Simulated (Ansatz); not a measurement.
# Si$_{48}$C$_{47}$ (charge −1): single-point calculation (part 2 of 2)

Continued. System: Si$_{48}$C$_{47}$ (defect cell, 95 atoms in the cell, total charge −1). Method: DFT, r2SCAN, PAW, plane waves (Ansatz 0.2.0); cutoff 500 eV, 1×1×1 k-mesh, Fermi–Dirac smearing of 0.01 eV. 

## Output, continued
```
--- Forces (eV/Å), atoms counted from 1 ---
  atom   1  Si    -0.00166321     0.00232422    -0.00265585
  atom   2  Si    -0.00532405     0.00400007    -0.00538270
  atom   3  Si    -0.00148579    -0.00120583    -0.01246299
  atom   4  Si    -0.00660528    -0.03844512    -0.01892118
  atom   5  Si     0.00382487     0.00289554    -0.01067412
  atom   6  Si     0.01026148     0.00360502     0.02518542
  atom   7  Si     0.00558158     0.00085778     0.02629799
  atom   8  Si     0.02585839     0.01312791    -0.00615615
  atom   9  Si     0.00146986     0.00049098    -0.01034329
  atom  10  Si     0.00021127    -0.00608389     0.02946455
  atom  11  Si    -0.00343118     0.00271617    -0.01258325
  atom  12  Si    -0.01872434     0.00465813    -0.00394894
  atom  13  Si     0.00173756    -0.00146227    -0.00615752
  atom  14  Si     0.01010997     0.00855116     0.00132933
  atom  15  Si     0.01709788    -0.00152007     0.00011794
  atom  16  Si     0.00249056     0.00277168    -0.00295329
  atom  17  Si    -0.00757618     0.00839776     0.00795161
  atom  18  Si     0.00637156    -0.00547809    -0.04304040
  atom  19  Si     0.01190316    -0.01302512     0.00974190
  atom  20  Si     0.00184682     0.00478471    -0.00740182
  atom  21  Si    -0.01074862    -0.00118874     0.00714741
  atom  22  Si    -0.00581759    -0.01717746     0.00348744
  atom  23  Si    -0.00015399    -0.00451669    -0.00365374
  atom  24  Si     0.00362851     0.00591406    -0.00620938
  atom  25  Si     0.00185172     0.00286998    -0.00183284
  atom  26  Si    -0.00328526    -0.00368631    -0.00943284
  atom  27  Si    -0.00013317     0.02592729     0.00992492
  atom  28  Si     0.01596307     0.00574696    -0.00282152
  atom  29  Si     0.02682762    -0.00757192     0.01367557
  atom  30  Si    -0.00283868    -0.00241496    -0.00269623
  atom  31  Si    -0.00269344     0.00539935    -0.00143651
  atom  32  Si    -0.01121379     0.00485773    -0.00306800
  atom  33  Si     0.00100215    -0.01250301    -0.00025230
  atom  34  Si     0.00068282    -0.00703192    -0.01066268
  atom  35  Si    -0.02221628    -0.00970496     0.00453551
  atom  36  Si    -0.00137657    -0.00908642    -0.00845288
  atom  37  Si     0.00121106     0.00271325     0.00461198
  atom  38  Si    -0.00215248     0.00123452     0.00586712
  atom  39  Si     0.00510181     0.00049409     0.00824438
  atom  40  Si     0.00122904    -0.00420113     0.00231182
  atom  41  Si     0.00216880    -0.00018616     0.00394128
  atom  42  Si    -0.00086054    -0.01351393     0.01745105
  atom  43  Si    -0.01007306     0.00354660     0.01562349
  atom  44  Si     0.00267761     0.00407210     0.00084574
  atom  45  Si    -0.00207640     0.00187267     0.00700043
  atom  46  Si     0.01148549     0.00436597     0.01480572
  atom  47  Si     0.00163982    -0.00483083     0.00680811
  atom  48  Si    -0.00399804     0.00420041     0.00165756
  atom  49  C     -0.00069333    -0.00616897    -0.00878842
  atom  50  C     -0.00327776    -0.00452821    -0.00667344
  atom  51  C     -0.00941809    -0.00191863    -0.00569304
  atom  52  C      0.00443378     0.01127432    -0.00465235
  atom  53  C     -0.00016356    -0.00592699    -0.00698713
  atom  54  C     -0.00507441    -0.05927888    -0.05386823
  atom  55  C     -0.04838827     0.02653528    -0.04363583
  atom  56  C     -0.00527771    -0.00302210    -0.00656390
  atom  57  C      0.00346836    -0.00132626    -0.00811059
  atom  58  C      0.04442214     0.03041683    -0.04897742
  atom  59  C     -0.00034501     0.01017912    -0.00799495
  atom  60  C     -0.00094406    -0.00142181    -0.00493504
  atom  61  C      0.00235356    -0.00120871    -0.00650428
  atom  62  C      0.00374796     0.00047479    -0.00011727
  atom  63  C     -0.00128175    -0.00139234     0.00489981
  atom  64  C     -0.00120000     0.00263733     0.00157928
  atom  65  C     -0.00081546     0.00289506     0.00060249
  atom  66  C      0.00192966    -0.02432502     0.05188299
  atom  67  C     -0.03257764     0.01998933     0.06908317
  atom  68  C     -0.00112065    -0.00263992    -0.00418374
  atom  69  C      0.00676707    -0.00345342     0.00238218
  atom  70  C      0.02071275     0.01323924     0.04646706
  atom  71  C      0.00130871     0.00600006     0.00130226
  atom  72  C      0.00714436    -0.00086735    -0.00407297
  atom  73  C      0.00548177    -0.01383263    -0.00420589
  atom  74  C     -0.05203552    -0.03104042    -0.00901104
  atom  75  C     -0.07720166    -0.01961878    -0.00542768
  atom  76  C     -0.00881333     0.01270339     0.00614533
  atom  77  C      0.05339726    -0.05478154    -0.01308495
  atom  78  C     -0.01718992     0.08530826    -0.01118285
  atom  79  C     -0.00519376     0.00195690    -0.00680639
  atom  80  C      0.06390949    -0.02194917    -0.01940068
  atom  81  C      0.00666420     0.05542174    -0.00989706
  atom  82  C     -0.00161033     0.00703644     0.00212380
  atom  83  C     -0.00119958     0.00037622    -0.00586863
  atom  84  C     -0.00105728    -0.00076364     0.00333109
  atom  85  C     -0.00046628     0.00002606     0.00633341
  atom  86  C      0.00252149     0.01049514     0.00510733
  atom  87  C     -0.00200762     0.00023926     0.00480934
  atom  88  C      0.00365471    -0.00320720     0.02008005
  atom  89  C      0.00122046    -0.00311946     0.00576424
  atom  90  C      0.00158795    -0.00190055     0.00251479
  atom  91  C     -0.00069389     0.00032756     0.00491910
  atom  92  C     -0.00188156     0.00260792     0.00924327
  atom  93  C     -0.00019445     0.00307001     0.00648862
  atom  94  C     -0.00419416    -0.00396677     0.01320197
  atom  95  C     -0.00019685     0.00087973     0.00333063
  max |Σ_I F_I| component: 2.24e-4 eV/Å
--- Charged-cell corrections in eV (Makov–Payne, q = -1.000 e, ε = 9.700) ---
  F (periodic)     = -42515.820014  (uncorrected; the corrections below are reported, never added to it)
  E_corr1          = +0.210028  (monopole, q²α_M/2εL)
  F Makov-Payne    = -42515.609986  (F + E_corr1; no measured alignment; for a localised charge, not one spread in a band: unchecked)
--- Band table (eV) ---
  k-point 0 ↑: bands = ["-6.6643", "-6.1164", "-6.0324", "-5.9190", "-5.4925", "-5.3949", "-5.2945", "-5.0486", "-4.8573", "-4.7758", ... 76 levels left out ..., "3.6849", "3.7524", "3.8368", "3.9040", "3.9600", "4.0131", "4.0404", "4.0990", "4.1177", "4.3071", "4.3783", "4.5211", "4.6007", "4.6956", "4.7318", "4.7808", "4.8472", "4.8982", "5.0828", "5.1611", "5.1938", "5.2209", "5.2543", "5.3549", "5.3828", "5.4175", "5.4372", "5.4685", "5.5074",
      "5.5572", "5.5878", "5.6465", "5.6835", "5.7054", "5.7246", "5.7583", "5.8074", "5.8923", "5.9526", "5.9946", "6.0138", "6.0922", "6.1315", "6.1602", "6.2000", "6.2826", "6.3610", "6.4257", "6.4795", "6.4947", "6.5402", "6.5506", "6.5907", "6.6014", "6.6819", "6.7242", "6.7605", "6.8829", "6.9304", "6.9523", "6.9862", "7.0352", "7.0657", "7.1145", "7.1268", "7.1703", "7.1937", "7.2446", "7.2644",
      "7.2925", "7.3175", "7.3589", "7.4125", "7.4338", "7.4461", "7.4965", "7.5307", "7.5812", "7.6017", "7.6409", "7.6686", "7.7151", "7.7583", "7.7929", "7.8158", "7.8538", "7.8999", "7.9288", "7.9710", "8.0390", "8.0963", "8.1595", "8.1896", "8.2747", "8.3539", "8.4225", "8.4922", "8.5372", "8.6121", "8.6989", "8.7227", "8.8959", "9.0709", "10.7642", "11.0094", "11.0639", "12.4002", "12.5683", "12.6522",
      "12.7704", "12.9352", "13.1264", "13.3132", "13.3672", "13.4784", "13.5327", "13.5954", "13.6495", "13.7175", "13.7634", "13.8452", "13.9219", "14.0637", "14.1196", "14.3244", "14.3365", "14.5203", "14.6016", "14.6982", "14.8049", "14.8116", "14.8566", "14.8771", "14.9638", "14.9772", "15.0173", "15.0669", "15.1173", "15.1800", "15.3111", "15.3592", "15.4169", "15.5674", "15.6161", "15.6884", "15.7494", "15.7889", "15.8160", "15.8564",
      "15.8945", "15.9776", "16.0301", "16.1051", "16.1582", "16.1766", "16.1897", "16.2330", "16.2592", "16.2800", "16.3251", "16.3865", "16.4139", "16.4477", "16.5891", "16.6230", "16.6893", "16.7683", "16.7910", "16.8162", "16.8572", "16.9348", "16.9830", "17.0186", "17.0486", "17.0694", "17.1008", "17.1370", "17.1496", "17.2208", "17.3370", "17.3706", "17.3786", "17.3873", "17.4374", "17.4946", "17.5092", "17.5505", "17.5895", "17.6327",
      "17.6925", "17.7513", "17.7858", "17.8300", "17.8718", "17.8909", "17.9295", "17.9432", "17.9812", "18.0058", "18.0571"]
  k-point 0 ↓: bands = ["-6.6426", "-6.0949", "-6.0077", "-5.8928", "-5.4664", "-5.3712", "-5.2592", "-5.0249", "-4.8304", "-4.7420", ... 76 levels left out ..., "3.7320", "3.7913", "3.8806", "3.9387", "3.9851", "4.0391", "4.0861", "4.1442", "4.1781", "4.3913", "4.4345", "4.5504", "4.6332", "4.7455", "4.7734", "4.8419", "4.8871", "4.9526", "5.1795", "5.2027", "5.2140", "5.2445", "5.2875", "5.3850", "5.4088", "5.4436", "5.4654", "5.4993", "5.5408",
      "5.5881", "5.6304", "5.6715", "5.7088", "5.7335", "5.7529", "5.7986", "5.8413", "5.9330", "6.0015", "6.0381", "6.0718", "6.1373", "6.1760", "6.2032", "6.2444", "6.3226", "6.3944", "6.4559", "6.5087", "6.5277", "6.5717", "6.5835", "6.6234", "6.6370", "6.7328", "6.7653", "6.8049", "6.9285", "6.9756", "6.9876", "7.0187", "7.0659", "7.0965", "7.1470", "7.1576", "7.2029", "7.2398", "7.2790", "7.3116",
      "7.3323", "7.3588", "7.3944", "7.4530", "7.4623", "7.5029", "7.5363", "7.5737", "7.6137", "7.6319", "7.6850", "7.7021", "7.7663", "7.8175", "7.8320", "7.8674", "7.9116", "7.9356", "7.9812", "8.0300", "8.0769", "8.1472", "8.2019", "8.2318", "8.3177", "8.3940", "8.4658", "8.5507", "8.6059", "8.6547", "8.7333", "8.7568", "8.9339", "9.1134", "11.9000", "12.2122", "12.2581", "12.4614", "12.6717", "12.7583",
      "12.8564", "13.0247", "13.2090", "13.3827", "13.4300", "13.5495", "13.6090", "13.6339", "13.7163", "13.8011", "13.8574", "13.9395", "14.0343", "14.1285", "14.2104", "14.3835", "14.4356", "14.5849", "14.6695", "14.7786", "14.8518", "14.8717", "14.9017", "14.9371", "15.0235", "15.0491", "15.0654", "15.1115", "15.1889", "15.2506", "15.3881", "15.4183", "15.4571", "15.6128", "15.6555", "15.7680", "15.8021", "15.8337", "15.8425", "15.9184",
      "15.9505", "16.0248", "16.0887", "16.1667", "16.2107", "16.2337", "16.2602", "16.2963", "16.3144", "16.3264", "16.3910", "16.4399", "16.4788", "16.5016", "16.6298", "16.7025", "16.7607", "16.8193", "16.8408", "16.8620", "16.9311", "16.9682", "17.0185", "17.0722", "17.1119", "17.1297", "17.1477", "17.1906", "17.2188", "17.2778", "17.3757", "17.4113", "17.4371", "17.4492", "17.4963", "17.5325", "17.5546", "17.5935", "17.6456", "17.6948",
      "17.7551", "17.8025", "17.8468", "17.8941", "17.9172", "17.9464", "17.9784", "17.9928", "18.0410", "18.0697", "18.0930"]
--- Löwdin populations: 95 sites ---
  site symbol       q [e]    m [muB]
     0     Si      2.8908     0.0035
     1     Si      2.8893     0.0152
     2     Si      2.8876    -0.0012
     3     Si      2.8920     0.0332
     4     Si      2.8915     0.0156
     5     Si      3.2886     0.4824
     6     Si      3.2897     0.4793
     7     Si      2.8913     0.0199
     8     Si      2.8887     0.0015
     9     Si      3.2854     0.4850
    10     Si      2.8872     0.0000
    11     Si      2.8900     0.0166
    12     Si      2.9049    -0.0002
    13     Si      2.9020     0.0020
    14     Si      2.9018     0.0004
    15     Si      2.9021     0.0010
    16     Si      2.9019     0.0017
    17     Si      3.2856     0.4761
    18     Si      2.9018     0.0017
    19     Si      2.9050     0.0001
    20     Si      2.9026     0.0030
    21     Si      2.9020     0.0016
    22     Si      2.9037     0.0005
    23     Si      2.9050     0.0003
    24     Si      2.9029     0.0002
    25     Si      2.9025     0.0004
    26     Si      2.9041     0.0189
    27     Si      2.8975     0.0008
    28     Si      2.9032     0.0199
    29     Si      2.9026     0.0004
    30     Si      2.9030     0.0004
    31     Si      2.8978     0.0012
    32     Si      2.8974     0.0010
    33     Si      2.9026     0.0005
    34     Si      2.9030     0.0174
    35     Si      2.9026     0.0008
    36     Si      2.8886     0.0001
    37     Si      2.8882     0.0011
    38     Si      2.8871     0.0006
    39     Si      2.8882     0.0021
    40     Si      2.8882     0.0009
    41     Si      2.8896     0.0152
    42     Si      2.8887     0.0151
    43     Si      2.8884     0.0015
    44     Si      2.8871     0.0007
    45     Si      2.8896     0.0151
    46     Si      2.8872     0.0009
    47     Si      2.8884     0.0014
    48      C      5.0275     0.0000
    49      C      5.0278     0.0011
    50      C      5.0295     0.0010
    51      C      5.0280     0.0019
    52      C      5.0276     0.0010
    53      C      5.0059     0.0367
    54      C      5.0067     0.0402
    55      C      5.0278     0.0012
    56      C      5.0296     0.0005
    57      C      5.0060     0.0364
    58      C      5.0294     0.0005
    59      C      5.0278     0.0014
    60      C      5.0275     0.0005
    61      C      5.0278     0.0011
    62      C      5.0274    -0.0000
    63      C      5.0284     0.0019
    64      C      5.0279     0.0016
    65      C      5.0108     0.0456
    66      C      5.0107     0.0428
    67      C      5.0277     0.0008
    68      C      5.0273     0.0001
    69      C      5.0104     0.0465
    70      C      5.0274     0.0002
    71      C      5.0278     0.0009
    72      C      5.0391     0.0023
    73      C      5.0212     0.0500
    74      C      5.0210     0.0584
    75      C      5.0402     0.0014
    76      C      5.0206     0.0469
    77      C      5.0204     0.0461
    78      C      5.0380     0.0180
    79      C      5.0204     0.0568
    80      C      5.0216     0.0518
    81      C      5.0397    -0.0010
    82      C      5.0381     0.0195
    83      C      5.0395     0.0003
    84      C      5.0397     0.0005
    85      C      5.0398     0.0217
    86      C      5.0410     0.0008
    87      C      5.0403     0.0213
    88      C      5.0396     0.0001
    89      C      5.0395     0.0002
    90      C      5.0411     0.0009
    91      C      5.0413     0.0012
    92      C      5.0397     0.0004
    93      C      5.0400     0.0227
    94      C      5.0396     0.0003
  spilling = 0.010696 (of n_electrons = 381.000000)
```

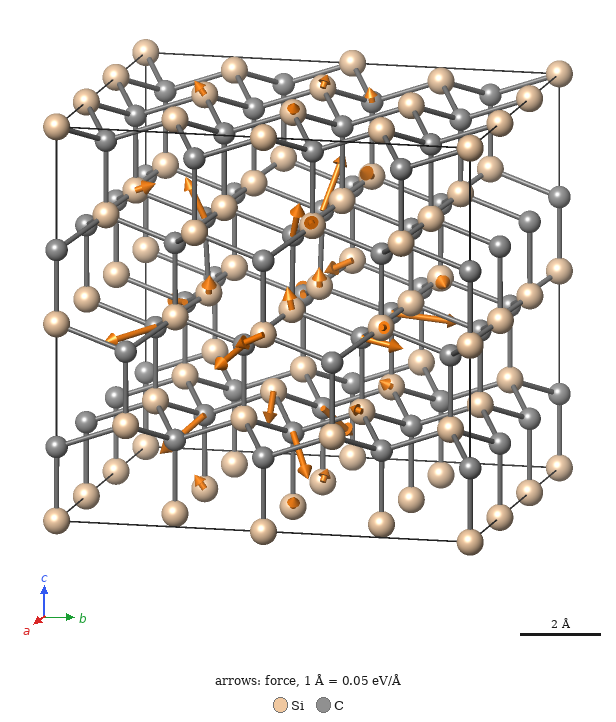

**Figure 1.** Forces on the atoms as orange arrows (ball-and-stick view of the cell of the calculation, seen slightly off an axis); the smallest are left out. The largest act on C78 (0.09 eV/Å); C54, C67, C75, C77 (0.08 eV/Å); C55, C58, C80 (0.07 eV/Å); C66, C74, C81 (0.06 eV/Å), among others. Atoms are counted from 1 in the order of the input and aren't labelled in the picture. 
